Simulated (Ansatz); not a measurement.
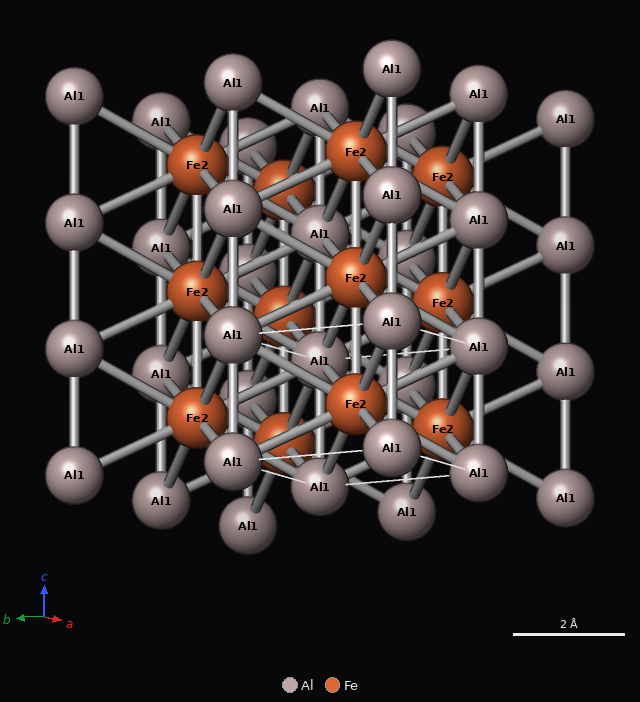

The input geometry of run 1 (ball-and-stick view of the cell of the calculation, repeated 2 × 2 × 3, seen at an oblique angle; atoms are numbered from 1 in the order of the input). An atom can appear more than once, as a periodic image. Near neighbours in the periodic cell (some may lie outside the picture): Al has 2 Al at 2.31 Å and 8 Fe at 2.58 Å; Fe has 8 Al at 2.58 Å and 2 Fe at 2.31 Å.

## Two runs on AlFe

System: AlFe (P4/mmm, 2 atoms in the cell).
Method of run 1: DFT PBEsol, scalar-relativistic, plane waves, PAW, spin-polarised (Ansatz 0.2.0).

The structure derives from an entry of the Crystallography Open Database. Text and figures count atoms from 1; the logs count them from 0 in places.

The input, run 1:
```yaml
crystal:
  lattice:
    - [3.2665289966, 0.0, 0.0]
    - [0.0, 3.2665289966, 0.0]
    - [0.0, 0.0, 2.3094360006]
  atoms:
    - { symbol: Al, position: [0.0, 0.0, 0.0] }
    - { symbol: Fe, position: [0.5, 0.5, 0.5], spin: 0.84 }
basis:
  ecutwfc: 420
kpoints:
  mp_grid: { grid: [18, 18, 18] }
hamiltonian:
  xc: pbesol
scf:
  occupations: { method: gaussian, width: 0.15 }
output:
  forces: true
  stress: true
  eigenvalues: true
  populations: true
magnetization:
  spin_polarized: true
```

Launched with:
```bash
ansatz run input.yaml --threads 1 --pin off --max-ram 2560MiB --backend cpu --events-out ev --progress --plain --runs-dir out
```

Hardware: 1 thread of Arm Neoverse V1, 24 GiB of memory available, shared host.

Output, shortened to warnings, some set-up lines, iterations and results (run 1):
```
Basis set: ecut = 420 eV, 487 PW (Γ), exchange–correlation on 48×48×32 points (8 copies of the dense FFT grid, shifted against one another)
Symmetry: 16 space group operations
k-points: 550 of 5832
Initial density: superposition of atomic densities (chi_scale 0.1, normalization cell)
[...]
SCF iter   1: F=—  HF=-4972.880464 eV  |F-HF|=—  |Δ(HF+E_count)|=         —  Δρ=8.32e-2 (↑2.73e-2 ↓8.32e-2)  dr2=1.68e0  dr2_m=2.68e-1  M=1.142 μB ∫|m|=1.226 μB  β_m=0.30  …
SCF iter   2: F=—  HF=-4972.353284 eV  |F-HF|=—  |Δ(HF+E_count)|=   5.27e-1  Δρ=7.98e-2 (↑7.89e-2 ↓7.98e-2)  dr2=2.10e-1  dr2_m=1.38e0  M=1.757 μB ∫|m|=1.886 μB  β_m=0.52  …
SCF iter   3: F=—  HF=-4972.748090 eV  |F-HF|=—  |Δ(HF+E_count)|=   3.95e-1  Δρ=5.64e-2 (↑5.64e-2 ↓3.56e-2)  dr2=1.66e-1  dr2_m=4.67e-1  M=1.778 μB ∫|m|=1.926 μB  β_m=0.76  …
SCF iter   4: F=—  HF=-4973.135635 eV  |F-HF|=—  |Δ(HF+E_count)|=   3.88e-1  Δρ=2.64e-2 (↑2.64e-2 ↓1.01e-2)  dr2=7.25e-2  dr2_m=7.32e-2  M=1.732 μB ∫|m|=1.898 μB  β_m=0.88  …
SCF iter   5: F=—  HF=-4973.171622 eV  |F-HF|=—  |Δ(HF+E_count)|=   3.60e-2  Δρ=1.10e-2 (↑1.10e-2 ↓7.37e-3)  dr2=2.44e-3  dr2_m=1.89e-2  M=1.718 μB ∫|m|=1.890 μB  β_m=0.94  …
SCF iter   6: F=—  HF=-4973.170170 eV  |F-HF|=—  |Δ(HF+E_count)|=   1.45e-3  Δρ=5.06e-3 (↑5.06e-3 ↓3.83e-3)  dr2=8.12e-4  dr2_m=4.36e-3  M=1.719 μB ∫|m|=1.894 μB  β_m=0.97  …
SCF iter   7: F=—  HF=-4973.169632 eV  |F-HF|=—  |Δ(HF+E_count)|=   5.38e-4  Δρ=1.95e-3 (↑9.29e-4 ↓1.95e-3)  dr2=3.15e-4  dr2_m=4.51e-4  M=1.727 μB ∫|m|=1.905 μB  β_m=0.99  …
SCF iter   8: F=—  HF=-4973.169641 eV  |F-HF|=—  |Δ(HF+E_count)|=   8.10e-6  Δρ=9.09e-4 (↑7.54e-4 ↓9.09e-4)  dr2=7.20e-6  dr2_m=1.52e-4  M=1.732 μB ∫|m|=1.912 μB  β_m=0.89  …
SCF iter   9: F=—  HF=-4973.169631 eV  |F-HF|=—  |Δ(HF+E_count)|=   9.26e-6  Δρ=2.47e-5 (↑2.47e-5 ↓1.82e-5)  dr2=6.69e-8  dr2_m=7.53e-8  M=1.730 μB ∫|m|=1.910 μB  β_m=0.91  …
SCF iter  10: F=—  HF=-4973.169625 eV  |F-HF|=—  |Δ(HF+E_count)|=   6.41e-6  Δρ=8.24e-6 (↑3.58e-6 ↓8.24e-6)  dr2=2.79e-8  dr2_m=4.29e-9  M=1.730 μB ∫|m|=1.910 μB  β_m=0.91  …
SCF iter  11: F=-4973.169625 eV  HF=-4973.169625 eV  |F-HF|=5.59e-9  |Δ(HF+E_count)|=   4.57e-8  Δρ=3.33e-6 (↑1.37e-6 ↓3.33e-6)  dr2=6.17e-9  dr2_m=2.77e-10  M=1.730 μB …
SCF 1 converged in 11 iterations: F = -4973.169625 eV  dr2 = 6.17e-9
SCF converged after 11 iterations
Magnetization: 1.7303 μB (10.3651 up, 8.6349 down)
Absolute magnetization: 1.9104 μB (∫|ρ↑−ρ↓|, with the PAW one-centre terms)
Spin contamination: 0.0428 ħ² per cell (⟨S²⟩ above its minimum at these occupations)
Per-site moments (μB) at R_I (Å): [(-0.03602924156967049, 0.9526423502475), (1.7335865691021497, 0.9526423502475)]
Free energy (F): -4973.169625 eV
Harris-Foulkes:  -4973.169625 eV  (|F-HF|=5.59e-9)
Internal energy: -4973.150990 eV  (E = F + TS)
E sigma→0 (E₀):  -4973.160307 eV
Entropy (-TS):   -0.018635 eV (-9.317 meV/atom)
Fermi energy:    13.806624 eV
--- Per-component energies (eV) ---
  E_band       = -258.952344
  E_kinetic    = 380.997836
  E_local      = -2896.845936  (includes V_loc(G=0)·N_el)
  E_nonlocal   = 230.999315
  E_hartree    = 1256.154775
  E_xc         = -158.391723
  E_vxc        = -182.982477  (∫ρ·V_xc dr)
  E_paw        = -1791.141522  (= ΣΔE_a)
  E_vpaw       = -303.436821  (= ΣTr[D̂ρ^β])
  E_aug_tail   = 0.000758  (compensation charges beyond the density's cutoff)
  E_ewald      = -1995.122835
  E_core_change = 0.198341  (= ΣΔE_core)
  E_smearing   = -0.018635  (= −TS)
  E_closure    = 0.000000  (closes the sum)
  Σ components = -4973.169625   (vs F -4973.169625, Δ=0.00e0)
--- Forces (eV/Å), atoms counted from 1 ---
  atom   1  Al     0.00000000     0.00000000     0.00000000
  atom   2  Fe     0.00000000    -0.00000000    -0.00000000
  max |Σ_I F_I| component: 8.84e-29 eV/Å
--- Stress (GPa, compression-positive) ---
      -15.050847      -0.000000      -0.000000
       -0.000000     -15.050847      -0.000000
       -0.000000      -0.000000      57.901693
  P = ⅓ Tr σ = 9.2667 GPa (92.667 kbar)
--- Löwdin populations: 2 sites ---
  site symbol       q [e]    m [muB]
     0     Al      3.2476    -0.0830
     1     Fe     15.6063     1.8196
  spilling = 0.007686 (of n_electrons = 19.000000)
```

The input of run 2 differs as follows (lines with − go, lines with + come):
```diff
-    - [3.2665289966, 0.0, 0.0]
-    - [0.0, 3.2665289966, 0.0]
-    - [0.0, 0.0, 2.3094360006]
+    - [3.1612690159, 0.0, 0.0]
+    - [0.0, 3.1612690159, 0.0]
+    - [0.0, 0.0, 2.4657898324]
```

Predict how the results change.

With the same functional and potentials, run 2 lies 270.6 meV per atom lower. The net moment of the cell goes from 1.73 to 1.58 μB. The pressure goes from 9.27 to 0.48 GPa. The SCF takes 10 iterations against 11. The plane waves at Γ go from 487 to 505.

Output, shortened to warnings, some set-up lines, iterations and results (run 2):
```
Basis set: ecut = 420 eV, 505 PW (Γ), exchange–correlation on 48×48×36 points (8 copies of the dense FFT grid, shifted against one another)
Symmetry: 16 space group operations
k-points: 550 of 5832
Initial density: superposition of atomic densities (chi_scale 0.1, normalization cell)
[...]
SCF iter   1: F=—  HF=-4973.510554 eV  |F-HF|=—  |Δ(HF+E_count)|=         —  Δρ=1.08e-1 (↑2.93e-2 ↓1.08e-1)  dr2=1.55e0  dr2_m=8.75e-1  M=1.472 μB ∫|m|=1.592 μB  β_m=0.30  …
SCF iter   2: F=—  HF=-4972.901824 eV  |F-HF|=—  |Δ(HF+E_count)|=   6.09e-1  Δρ=6.57e-2 (↑5.98e-2 ↓6.57e-2)  dr2=1.85e-1  dr2_m=8.55e-1  M=1.637 μB ∫|m|=1.789 μB  β_m=0.52  …
SCF iter   3: F=—  HF=-4973.324052 eV  |F-HF|=—  |Δ(HF+E_count)|=   4.22e-1  Δρ=3.82e-2 (↑3.82e-2 ↓2.77e-2)  dr2=8.03e-2  dr2_m=2.37e-1  M=1.638 μB ∫|m|=1.817 μB  β_m=0.76  …
SCF iter   4: F=—  HF=-4973.694455 eV  |F-HF|=—  |Δ(HF+E_count)|=   3.70e-1  Δρ=9.82e-3 (↑9.82e-3 ↓4.35e-3)  dr2=4.63e-2  dr2_m=2.26e-3  M=1.596 μB ∫|m|=1.805 μB  β_m=0.87  …
SCF iter   5: F=—  HF=-4973.710276 eV  |F-HF|=—  |Δ(HF+E_count)|=   1.58e-2  Δρ=2.59e-3 (↑2.59e-3 ↓1.14e-3)  dr2=7.80e-4  dr2_m=6.81e-4  M=1.581 μB ∫|m|=1.792 μB  β_m=0.80  …
SCF iter   6: F=—  HF=-4973.710860 eV  |F-HF|=—  |Δ(HF+E_count)|=   5.84e-4  Δρ=7.31e-4 (↑2.92e-4 ↓7.31e-4)  dr2=1.32e-4  dr2_m=1.73e-5  M=1.576 μB ∫|m|=1.788 μB  β_m=0.90  …
SCF iter   7: F=—  HF=-4973.710834 eV  |F-HF|=—  |Δ(HF+E_count)|=   2.61e-5  Δρ=1.82e-4 (↑1.82e-4 ↓1.51e-4)  dr2=9.86e-7  dr2_m=6.14e-6  M=1.577 μB ∫|m|=1.790 μB  β_m=0.80  …
SCF iter   8: F=—  HF=-4973.710833 eV  |F-HF|=—  |Δ(HF+E_count)|=   8.16e-7  Δρ=6.44e-5 (↑3.32e-5 ↓6.44e-5)  dr2=2.51e-7  dr2_m=5.14e-7  M=1.577 μB ∫|m|=1.790 μB  β_m=0.90  …
SCF iter   9: F=—  HF=-4973.710833 eV  |F-HF|=—  |Δ(HF+E_count)|=   3.04e-9  Δρ=1.17e-5 (↑4.77e-6 ↓1.17e-5)  dr2=1.15e-8  dr2_m=1.42e-8  M=1.576 μB ∫|m|=1.790 μB  β_m=0.88  …
SCF iter  10: F=-4973.710833 eV  HF=-4973.710833 eV  |F-HF|=6.11e-9  |Δ(HF+E_count)|=   1.63e-9  Δρ=3.50e-6 (↑1.88e-6 ↓3.50e-6)  dr2=6.77e-9  dr2_m=1.81e-10  M=1.576 μB …
SCF 1 converged in 10 iterations: F = -4973.710833 eV  dr2 = 6.77e-9
SCF converged after 10 iterations
Magnetization: 1.5764 μB (10.2882 up, 8.7118 down)
Absolute magnetization: 1.7898 μB (∫|ρ↑−ρ↓|, with the PAW one-centre terms)
Spin contamination: 0.0395 ħ² per cell (⟨S²⟩ above its minimum at these occupations)
Per-site moments (μB) at R_I (Å): [(-0.051189952015940954, 1.017138305865), (1.6416791323497515, 1.017138305865)]
Free energy (F): -4973.710833 eV
Harris-Foulkes:  -4973.710833 eV  (|F-HF|=6.11e-9)
Internal energy: -4973.692232 eV  (E = F + TS)
E sigma→0 (E₀):  -4973.701533 eV
Entropy (-TS):   -0.018601 eV (-9.301 meV/atom)
Fermi energy:    13.705867 eV
--- Per-component energies (eV) ---
  E_band       = -259.099904
  E_kinetic    = 380.114818
  E_local      = -2840.067016  (includes V_loc(G=0)·N_el)
  E_nonlocal   = 230.029963
  E_hartree    = 1228.128998
  E_xc         = -158.228342
  E_vxc        = -182.789243  (∫ρ·V_xc dr)
  E_paw        = -1790.587102  (= ΣΔE_a)
  E_vpaw       = -302.641454  (= ΣTr[D̂ρ^β])
  E_aug_tail   = 0.000823  (compensation charges beyond the density's cutoff)
  E_ewald      = -2023.282714
  E_core_change = 0.198341  (= ΣΔE_core)
  E_smearing   = -0.018601  (= −TS)
  E_closure    = -0.000000  (closes the sum)
  Σ components = -4973.710833   (vs F -4973.710833, Δ=0.00e0)
--- Forces (eV/Å), atoms counted from 1 ---
  atom   1  Al    -0.00000000     0.00000000     0.00000000
  atom   2  Fe     0.00000000     0.00000000     0.00000000
  max |Σ_I F_I| component: 9.47e-29 eV/Å
--- Stress (GPa, compression-positive) ---
      -11.468976       0.000000       0.000000
        0.000000     -11.468976       0.000000
        0.000000       0.000000      24.369210
  P = ⅓ Tr σ = 0.4771 GPa (4.771 kbar)
--- Löwdin populations: 2 sites ---
  site symbol       q [e]    m [muB]
     0     Al      3.2325    -0.1071
     1     Fe     15.6145     1.6937
  spilling = 0.008056 (of n_electrons = 19.000000)
```

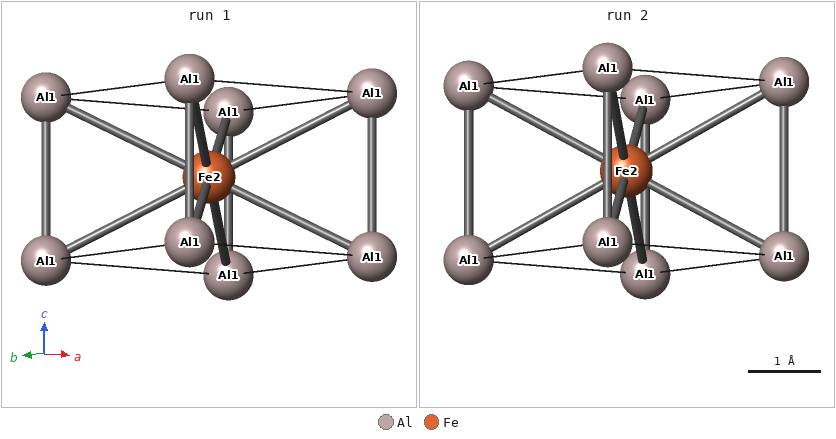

The two input geometries at one scale (ball-and-stick view of the cell of the calculation, seen at an oblique angle). No atom moves by more than 0.005 Å relative to the cell. The drawn cell changes at constant volume: a = b 3.267 → 3.161 Å (−3.2 %), c 2.309 → 2.466 Å (+6.8 %). Among the contacts that change: Al1–Al1 2.309 → 2.466 Å, Fe2–Fe2 2.309 → 2.466 Å, Al1–Fe2 2.582 → 2.553 Å.

The two runs side by side:

| quantity | run 1 | run 2 |
| --- | --- | --- |
| outcome | converged | converged |
| free energy per atom (eV) | −2486.5848 | −2486.8554 |
| energy per atom, smearing taken to zero (eV) | −2486.5802 | −2486.8508 |
| gap on the mesh (eV) | 0.00 | 0.00 |
| net moment of the cell (μB) | 1.73 | 1.58 |
| absolute moment of the cell (μB) | 1.91 | 1.79 |
| pressure (GPa) | 9.27 | 0.48 |
| largest force (eV/Å) | 0.000 | 0.000 |
| SCF iterations | 11 | 10 |
| irreducible k-points | 550 | 550 |
| plane waves at Γ | 487 | 505 |
| wall time (shared host) | 41 s | 39 s |
